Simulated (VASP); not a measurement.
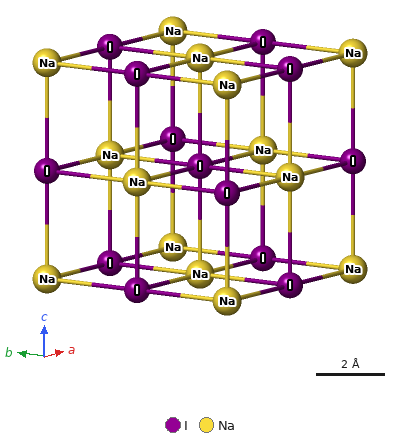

Figure 1. The input geometry (ball-and-stick view of the cell 4 times as large as that of the calculation, set on its symmetry axes, seen at an oblique angle). Near neighbours in the crystal (not all of them lie inside the picture): I has 6 Na at 3.24 Å; Na has 6 I at 3.24 Å.

Geometry relaxation, with input and output: NaI (part 1 of 2)

System: NaI (Fm-3m, 2 atoms in the cell).
Method: Kohn-Sham DFT of a periodic cell, optPBE-vdW, VASP PAW PBE potentials, recommended, no spin polarisation (VASP 6.6.1).

The structure derives from an entry of the Crystallography Open Database.

### OSZICAR
```
N       E                     dE             d eps       ncg     rms          rms(c)
DAV:   1     0.851106127001E+02    0.85111E+02   -0.73002E+03   440   0.126E+03
DAV:   2     0.540217333363E+01   -0.79708E+02   -0.74301E+02   489   0.245E+02
DAV:   3    -0.115831991133E+01   -0.65605E+01   -0.65202E+01   541   0.725E+01
DAV:   4    -0.134695717023E+01   -0.18864E+00   -0.18852E+00   503   0.126E+01
DAV:   5    -0.135290415815E+01   -0.59470E-02   -0.59468E-02   511   0.234E+00    0.156E+00
RMM:   6    -0.128494175404E+01    0.67962E-01   -0.84159E-02   440   0.156E+00    0.102E+00
RMM:   7    -0.127886383895E+01    0.60779E-02   -0.10908E-01   443   0.175E+00    0.526E-01
RMM:   8    -0.128142514783E+01   -0.25613E-02   -0.73057E-03   444   0.112E+00    0.178E-01
RMM:   9    -0.128105996105E+01    0.36519E-03   -0.14992E-03   471   0.439E-01    0.385E-02
RMM:  10    -0.128110706177E+01   -0.47101E-04   -0.40259E-04   516   0.242E-01    0.439E-02
RMM:  11    -0.128111813174E+01   -0.11070E-04   -0.78009E-05   548   0.109E-01    0.815E-03
RMM:  12    -0.128112036078E+01   -0.22290E-05   -0.21286E-05   600   0.424E-02    0.158E-02
RMM:  13    -0.128112047669E+01   -0.11591E-06   -0.11182E-06   445   0.112E-02    0.150E-02
RMM:  14    -0.128112048881E+01   -0.12118E-07   -0.17807E-07   313   0.437E-03
   1 F= -.12811205E+01 E0= -.12811205E+01  d E =-.128112E+01
       N       E                     dE             d eps       ncg     rms          rms(c)
DAV:   1    -0.128390331690E+01   -0.27828E-02   -0.56508E-02   527   0.359E+00    0.297E-01
RMM:   2    -0.128199228722E+01    0.19110E-02   -0.21968E-03   442   0.550E-01    0.144E-01
RMM:   3    -0.128146928019E+01    0.52301E-03   -0.14730E-03   440   0.389E-01    0.495E-02
RMM:   4    -0.128146906274E+01    0.21745E-06   -0.67722E-05   440   0.752E-02    0.603E-02
RMM:   5    -0.128146150648E+01    0.75563E-05   -0.36092E-05   462   0.690E-02    0.988E-02
RMM:   6    -0.128148979376E+01   -0.28287E-04   -0.28611E-04   574   0.124E-01    0.168E-01
RMM:   7    -0.128145713506E+01    0.32659E-04   -0.30778E-05   440   0.617E-02    0.955E-02
RMM:   8    -0.128144604989E+01    0.11085E-04   -0.37108E-05   440   0.407E-02    0.105E-02
RMM:   9    -0.128144598549E+01    0.64401E-07   -0.74360E-06   442   0.215E-02    0.171E-02
RMM:  10    -0.128144612023E+01   -0.13474E-06   -0.11303E-06   491   0.114E-02    0.187E-02
RMM:  11    -0.128144616153E+01   -0.41303E-07   -0.25537E-07   341   0.410E-03
   2 F= -.12814462E+01 E0= -.12814462E+01  d E =-.325673E-03
       N       E                     dE             d eps       ncg     rms          rms(c)
DAV:   1    -0.128180878939E+01   -0.36267E-03   -0.73468E-03   500   0.129E+00    0.101E-01
RMM:   2    -0.128157238832E+01    0.23640E-03   -0.26880E-04   442   0.196E-01    0.496E-02
RMM:   3    -0.128150813123E+01    0.64257E-04   -0.17898E-04   440   0.138E-01    0.193E-02
RMM:   4    -0.128150864823E+01   -0.51700E-06   -0.83698E-06   440   0.266E-02    0.246E-02
RMM:   5    -0.128150520326E+01    0.34450E-05   -0.45069E-06   486   0.313E-02    0.265E-02
RMM:   6    -0.128150504032E+01    0.16293E-06   -0.13710E-06   537   0.111E-02    0.330E-02
RMM:   7    -0.128150522270E+01   -0.18238E-06   -0.21612E-07   319   0.520E-03    0.385E-02
RMM:   8    -0.128150581087E+01   -0.58817E-06   -0.99698E-07   400   0.611E-03    0.541E-02
RMM:   9    -0.128150611572E+01   -0.30485E-06   -0.22561E-07   354   0.365E-03    0.597E-02
RMM:  10    -0.128150506174E+01    0.10540E-05   -0.23287E-06   457   0.906E-03    0.344E-02
RMM:  11    -0.128150499616E+01    0.65582E-07   -0.16153E-06   448   0.645E-03    0.148E-02
RMM:  12    -0.128150511944E+01   -0.12328E-06   -0.23268E-07   381   0.292E-03    0.823E-03
RMM:  13    -0.128150516177E+01   -0.42334E-07   -0.52746E-08   240   0.168E-03
   3 F= -.12815052E+01 E0= -.12815052E+01  d E =-.384673E-03
       N       E                     dE             d eps       ncg     rms          rms(c)
DAV:   1    -0.128281026069E+01   -0.13051E-02   -0.29446E-02   497   0.259E+00    0.213E-01
RMM:   2    -0.128181288597E+01    0.99737E-03   -0.11339E-03   442   0.394E-01    0.104E-01
RMM:   3    -0.128154150584E+01    0.27138E-03   -0.76533E-04   440   0.279E-01    0.362E-02
RMM:   4    -0.128154137240E+01    0.13344E-06   -0.35216E-05   440   0.542E-02    0.441E-02
RMM:   5    -0.128153639113E+01    0.49813E-05   -0.20338E-05   461   0.529E-02    0.725E-02
RMM:   6    -0.128153388519E+01    0.25059E-05   -0.40322E-05   478   0.516E-02    0.298E-02
RMM:   7    -0.128154016298E+01   -0.62778E-05   -0.21778E-05   440   0.288E-02    0.828E-02
RMM:   8    -0.128153296098E+01    0.72020E-05   -0.51065E-06   417   0.167E-02    0.461E-02
RMM:   9    -0.128152947710E+01    0.34839E-05   -0.15712E-05   533   0.229E-02    0.617E-03
RMM:  10    -0.128152939581E+01    0.81285E-07   -0.43678E-07   382   0.648E-03
   4 F= -.12815294E+01 E0= -.12815294E+01  d E =-.408907E-03
       N       E                     dE             d eps       ncg     rms          rms(c)
DAV:   1    -0.128176785771E+01   -0.23838E-03   -0.52118E-03   500   0.108E+00    0.944E-02
RMM:   2    -0.128158693131E+01    0.18093E-03   -0.20771E-04   442   0.167E-01    0.458E-02
RMM:   3    -0.128153667267E+01    0.50259E-04   -0.14139E-04   440   0.118E-01    0.148E-02
RMM:   4    -0.128153670020E+01   -0.27527E-07   -0.65362E-06   440   0.233E-02    0.176E-02
RMM:   5    -0.128153683842E+01   -0.13822E-06   -0.13344E-06   488   0.111E-02    0.206E-02
RMM:   6    -0.128153478915E+01    0.20493E-05   -0.17914E-06   428   0.101E-02    0.482E-03
RMM:   7    -0.128153487205E+01   -0.82896E-07   -0.55125E-07   414   0.113E-02
   5 F= -.12815349E+01 E0= -.12815349E+01  d E =-.414383E-03
       N       E                     dE             d eps       ncg     rms          rms(c)
DAV:   1    -0.128159074421E+01   -0.55955E-04   -0.12023E-03   503   0.521E-01    0.465E-02
RMM:   2    -0.128154689867E+01    0.43846E-04   -0.49343E-05   442   0.824E-02    0.226E-02
RMM:   3    -0.128153542744E+01    0.11471E-04   -0.33449E-05   440   0.585E-02    0.695E-03
RMM:   4    -0.128153526849E+01    0.15895E-06   -0.14865E-06   438   0.110E-02    0.815E-03
RMM:   5    -0.128153562295E+01   -0.35446E-06   -0.28960E-07   334   0.704E-03    0.394E-03
RMM:   6    -0.128153554818E+01    0.74778E-07   -0.88113E-07   379   0.881E-03
   6 F= -.12815355E+01 E0= -.12815355E+01  d E =-.415059E-03
```

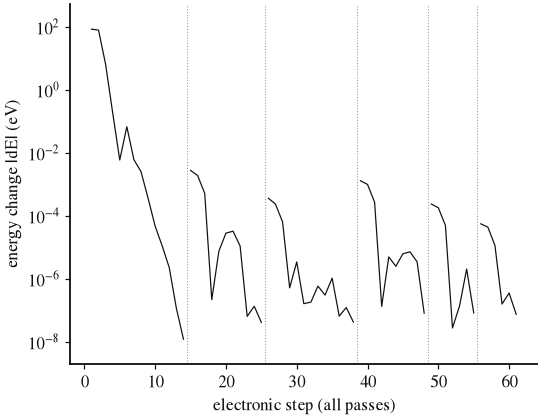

Figure 2. Convergence of the self-consistent field: energy change |dE| against the electronic step. Each stretch between dotted lines is the SCF of one geometry step of a relaxation. The 6 ionic steps take 6 to 14 electronic steps each. The density is held fixed in the first few steps, and dE rises again when its update begins.

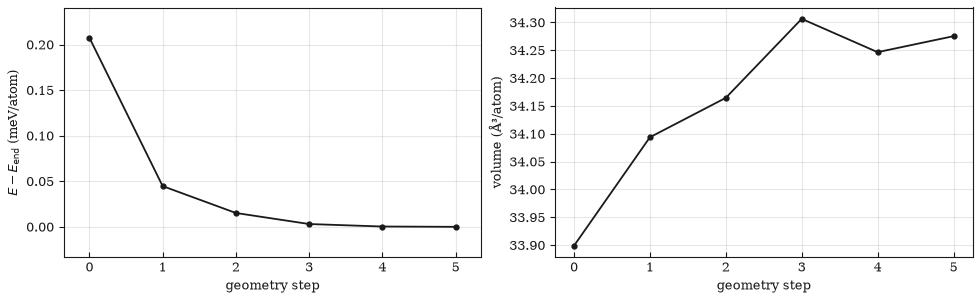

Figure 3. Progress of the relaxation, step by step (steps are counted from 0). The energy falls by 0.2 meV per atom in 5 geometry steps. All forces vanish by symmetry, so only the cell relaxes. No atom moves by more than 0.005 Å relative to the cell. 

### Parts of OUTCAR
```
PREC = Accurate
   ENCUT = 600
   EDIFF = 1E-7
   ISMEAR = -1
   LREAL = F
   LASPH = T
   NELM = 60
   ISIF = 3
   GGA = OR
   IBRION = 2
   NSW = 60
   EDIFFG = -0.005

 ion  position               nearest neighbor table
   1  0.500  0.500  0.500-
   2  0.000  0.000  0.000-

  LATTYP: Found a face centered cubic cell.
 ALAT       =     6.4728000000

  Lattice vectors:

 A1 = (   0.0000000000,   3.2364000000,   3.2364000000)
 A2 = (   3.2364000000,   0.0000000000,   3.2364000000)
 A3 = (   3.2364000000,   3.2364000000,   0.0000000000)

Analysis of symmetry for initial positions (statically):
=====================================================================
 Subroutine PRICEL returns:
 Original cell was already a primitive cell.

 Routine SETGRP: Setting up the symmetry group for a
 face centered cubic supercell.

 Subroutine GETGRP returns: Found 48 space group operations
 (whereof 48 operations were pure point group operations)
 out of a pool of 48 trial point group operations.

The static configuration has the point symmetry O_h .

Analysis of symmetry for dynamics (positions and initial velocities):
=====================================================================
 Subroutine PRICEL returns:
 Original cell was already a primitive cell.

 Routine SETGRP: Setting up the symmetry group for a
 face centered cubic supercell.

 Subroutine GETGRP returns: Found 48 space group operations
 (whereof 48 operations were pure point group operations)
 out of a pool of 48 trial point group operations.

The dynamic configuration has the point symmetry O_h .

 Subroutine INISYM returns: Found 48 space group operations
 (whereof 48 operations are pure point group operations),
 and found     1 'primitive' translations

----------------------------------------------------------------------------------------

                                     Primitive cell

  volume of cell :      67.7980

  direct lattice vectors                    reciprocal lattice vectors
     0.000000000  3.236400000  3.236400000    -0.154492646  0.154492646  0.154492646
     3.236400000  0.000000000  3.236400000     0.154492646 -0.154492646  0.154492646
     3.236400000  3.236400000  0.000000000     0.154492646  0.154492646 -0.154492646

  length of vectors
     4.576960773  4.576960773  4.576960773     0.267589113  0.267589113  0.267589113

  position of ions in fractional coordinates (direct lattice)
     0.500000000  0.500000000  0.500000000
     0.000000000  0.000000000  0.000000000

  ion indices of the primitive-cell ions
   primitive index   ion index
                 1           1
                 2           2

----------------------------------------------------------------------------------------

 KPOINTS: Automatic mesh

Automatic generation of k-mesh.
 Grid dimensions read from file:
 generate k-points for:    7    7    7

 Generating k-lattice:

  Cartesian coordinates                     Fractional coordinates (reciprocal lattice)
    -0.022070378  0.022070378  0.022070378     0.142857143  0.000000000  0.000000000
     0.022070378 -0.022070378  0.022070378     0.000000000  0.142857143  0.000000000
     0.022070378  0.022070378 -0.022070378     0.000000000  0.000000000  0.142857143

  Length of vectors
     0.038227016  0.038227016  0.038227016

  Shift w.r.t. Gamma in fractional coordinates (k-lattice)
     0.000000000  0.000000000  0.000000000

 Subroutine IBZKPT returns following result:
 ===========================================

 Found     20 irreducible k-points:

 Following reciprocal coordinates:
            Coordinates               Weight
  0.000000  0.000000  0.000000      1.000000
  0.142857  0.000000  0.000000      8.000000
  0.285714  0.000000  0.000000      8.000000
  0.428571  0.000000  0.000000      8.000000
  0.142857  0.142857  0.000000      6.000000
  0.285714  0.142857  0.000000     24.000000
  0.428571  0.142857  0.000000     24.000000
 -0.428571  0.142857  0.000000     24.000000
 -0.285714  0.142857  0.000000     24.000000
 -0.142857  0.142857  0.000000     12.000000
  0.285714  0.285714  0.000000      6.000000
  0.428571  0.285714  0.000000     24.000000
 -0.428571  0.285714  0.000000     24.000000
 -0.285714  0.285714  0.000000     12.000000
  0.428571  0.428571  0.000000      6.000000
 -0.428571  0.428571  0.000000     12.000000
  0.428571  0.285714  0.142857     24.000000
 -0.428571  0.285714  0.142857     48.000000
 -0.428571  0.428571  0.142857     24.000000
 -0.285714  0.428571  0.142857     24.000000
   k-points           NKPTS =     20   k-points in BZ     NKDIM =     20   number of bands    NBANDS=     11
   number of dos      NEDOS =    301   number of ions     NIONS =      2
   total plane-waves  NPLWV =  64000
   dimension x,y,z NGX =    40 NGY =   40 NGZ =   40
   dimension x,y,z NGXF=    80 NGYF=   80 NGZF=   80
   ions per type =               1   1
   NGX,Y,Z   is equivalent  to a cutoff of  14.53, 14.53, 14.53 a.u.
   NGXF,Y,Z  is equivalent  to a cutoff of  29.06, 29.06, 29.06 a.u.
 SYSTEM =  unknown system
   PREC   = accura    normal or accurate (medium, high low for compatibility)
   ISTART =      0    job   : 0-new  1-cont  2-samecut
   ICHARG =      2    charge: 1-file 2-atom 10-const
   ISPIN  =      1    spin polarized calculation?
   LNONCOLLINEAR =      F non collinear calculations
   LSORBIT =      F    spin-orbit coupling
   LASPH  =      T    aspherical Exc in radial PAW
   ENCUT  =  600.0 eV  44.10 Ry    6.64 a.u.   9.14  9.14  9.14*2*pi/ulx,y,z
   NELM   =     60;   NELMIN=  2; NELMDL= -5     # of ELM steps
   EDIFF  = 0.1E-06   stopping-criterion for ELM
   LREAL  =      F    real-space projection
   EDIFFG = -.5E-02   stopping-criterion for IOM
   NSW    =     60    number of steps for IOM
   IBRION =      2    ionic relax: 0-MD 1-quasi-New 2-CG
   NFREE  =      1    steps in history (QN), initial steepest desc. (CG)
   ISIF   =      3    stress and relaxation
   ISYM   =      2    0-nonsym 1-usesym 2-fastsym
   POTIM  = 0.5000    time-step for ionic-motion
   TEBEG  =    0.0;   TEEND  =   0.0 temperature during run
   PSTRESS=    0.0 pullay stress
   NELECT =      14.0000    total number of electrons
   NUPDOWN=      -1.0000    fix difference up-down
   EMIN   =  10.00;   EMAX   =-10.00  energy-range for DOS
   EFERMI =   0.00;   METHOD = LEGACY
   ISMEAR =    -1;   SIGMA  =   0.05  broadening in eV -4-tet -1-fermi 0-gaus
   EFERMI_NEDOS =   21; number of points for ismear=-14 and -15
   IALGO  =     68    algorithm
   IMIX   =      4    mixing-type and parameters
     AMIX     =   0.40;   BMIX     =  1.00
     AMIX_MAG =   1.60;   BMIX_MAG =  1.00
  volume/ion in A,a.u.               =      33.90       228.76
  Fermi-wavevector in a.u.,A,eV,Ry     =   0.967636  1.828567 12.739397  0.936319
  Thomas-Fermi vector in A             =   2.097538
   LORBIT       =      0    0 simple, 1 ext, 2 COOP (PROOUT), +10 PAW based schemes
   GGA     = OR    functional components
   LHFCALC =     F    Hartree Fock is set to
   AEXX    =    0.0000 exact exchange contribution
   IVDW_NL    =     1    kernel type
   BPARAM     = 6.3000
   IVDW    =     0    specifies the selected vdW correction
   LEPSILON=     F    determine dielectric tensor
   LRPA    =     F    only Hartree local field effects (RPA)
 conjugate gradient relaxation of ions
 non-spin polarized calculation
 RMM-DIIS sequential band-by-band and
  energy-cutoff  :      600.00
  volume of cell :       67.80
 maximum number of plane-waves:      2281
 NGX is ok and might be reduce to    40
   NGX = 19   NGY = 19   NGZ = 19

--------------------------------------- Ionic step        1  -------------------------------------------

 number of electron      13.9999994 magnetization

 Free energy of the ion-electron system (eV)
  ---------------------------------------------------
  ext. energy  EPLUGINS =         0.00000000
  ---------------------------------------------------
  free energy    TOTEN  =        -1.28112049 eV

  energy without entropy =       -1.28112049  energy(sigma->0) =       -1.28112049

------------------------ aborting loop because EDIFF is reached ----------------------------------------

  FORCE on cell =-STRESS in cart. coord.  units (eV):
  Direction    XX          YY          ZZ          XY          YZ          ZX
  --------------------------------------------------------------------------------------
  -------------------------------------------------------------------------------------
  Total        0.0792843      0.0792843      0.0792843      0.0000000      0.0000000     -0.0000000
  in kB        1.8736181      1.8736181      1.8736181      0.0000000      0.0000000     -0.0000000
  external PRESSURE =       1.8736181 kB  Pullay stress =       0.0000000 kB

 VOLUME and BASIS-vectors are now :
 -----------------------------------------------------------------------------
  energy-cutoff  :      600.00
  volume of cell :       67.80
      direct lattice vectors                 reciprocal lattice vectors
     0.000000000  3.236400000  3.236400000    -0.154492646  0.154492646  0.154492646
     3.236400000  0.000000000  3.236400000     0.154492646 -0.154492646  0.154492646
     3.236400000  3.236400000  0.000000000     0.154492646  0.154492646 -0.154492646

 POSITION                                       TOTAL-FORCE (eV/Angst)
 -----------------------------------------------------------------------------------
      3.23640      3.23640      3.23640         0.000000      0.000000     -0.000000
      0.00000      0.00000      0.00000        -0.000000      0.000000      0.000000
```
